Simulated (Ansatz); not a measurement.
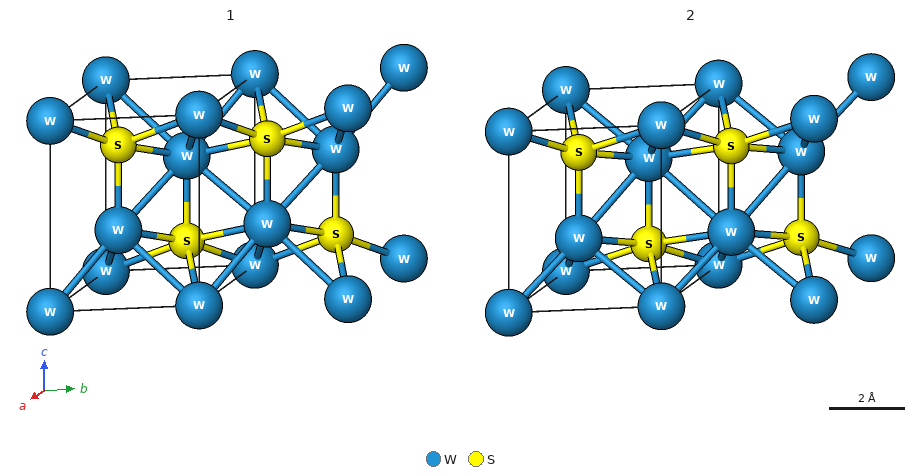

Two geometries of solid W₃S₂ (built on the A-type sesquioxide_164 type), drawn at one scale. One is the start of a relaxation, the other its converged end. Style: ball-and-stick. Shown: the cell of the calculation, repeated 1 × 2 × 1 with one cell outlined, from a free direction.

The calculation used DFT PBE, scalar-relativistic, plane waves, PAW in Ansatz. Settings: plane-wave cutoff 420 eV; k-point mesh 12 × 12 × 8; occupations gaussian; smearing width 0.1 eV; no spin polarisation; cell and atoms relaxed; force threshold 0.01 eV/Å; at most 80 steps.

> Which of the two is the end point?

Structure 1 is the relaxed one. Case: A-type sesquioxide type (P-3m1, No. 164). The largest moves relative to the cell, 0.13 Å, are those of W atoms. By element the largest moves are W 0.13 Å, S 0.02 Å. The volume changes by +0.3 %, with a = b 4.139 → 4.039 Å (−2.4 %), c 5.079 → 5.351 Å (+5.4 %). Among the contacts that change: S–W 2.670 → 2.965 Å, W–W 2.995 → 2.855 Å, W–W 2.896 → 2.978 Å, S–W 2.409 → 2.386 Å. The space group stays P-3m1 (No. 164). After 6 accepted moves (8 points after the start) the energy has fallen by 25.9 meV per cell of the calculation. The largest force component goes from 0.15 to 0.0014 eV/Å. Pressure: 0.01 GPa at the start and 0.00 GPa at the end. The line search rejected the trial step at point 4 of the run. At 1 point the geometry stayed and the basis and grid were re-selected for the new cell (energy shift of 0.3 meV per cell of the calculation at most each time). The run took 2.1 min on 1 thread of Intel(R) Xeon(R) Platinum 8488C (Sapphire Rapids) (shared host), peak memory 0.56 GiB.
